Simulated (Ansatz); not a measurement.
A periodic structure is given below.

```xyz
4
Lattice="3.5804 0.0000 0.0000 -1.7902 3.1007 0.0000 0.0000 0.0000 7.6415" Properties=species:S:1:pos:R:3 pbc="T T T"
N     0.0000    2.0672    2.4573
N     0.0000    2.0672    1.3635
N     1.7902    1.0336    6.2780
N     1.7902    1.0336    5.1842
```

**Describe what this structure looks like.**

The element is nitrogen. The atoms follow space group P6_3/mmc (No. 194); the Bravais lattice is primitive hexagonal. The cell holds four atoms. Every N atom has one N at 1.09 Å as neighbours. The bonds build separate N2 groups.

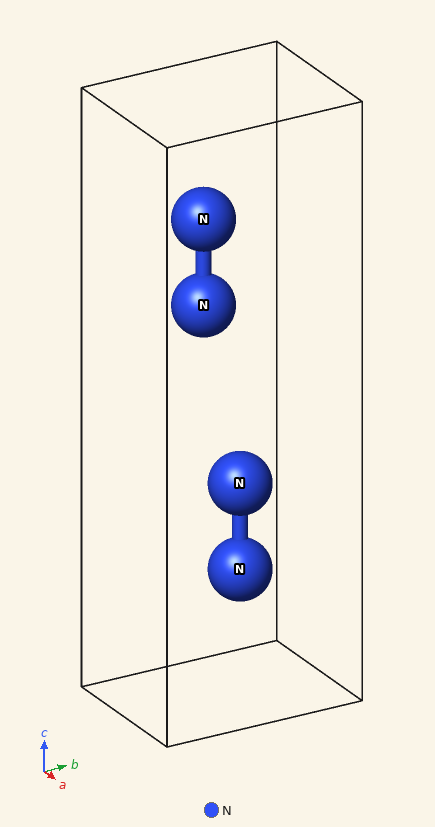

Ball-and-stick representation of a periodic structure, projected slightly off an axis. Lines trace the edges of the conventional unit cell.

The structure was taken from a structure listed in the Materials Project. Earlier steps of the study may have refined or changed the cell and positions. It went into a calculation with Ansatz.
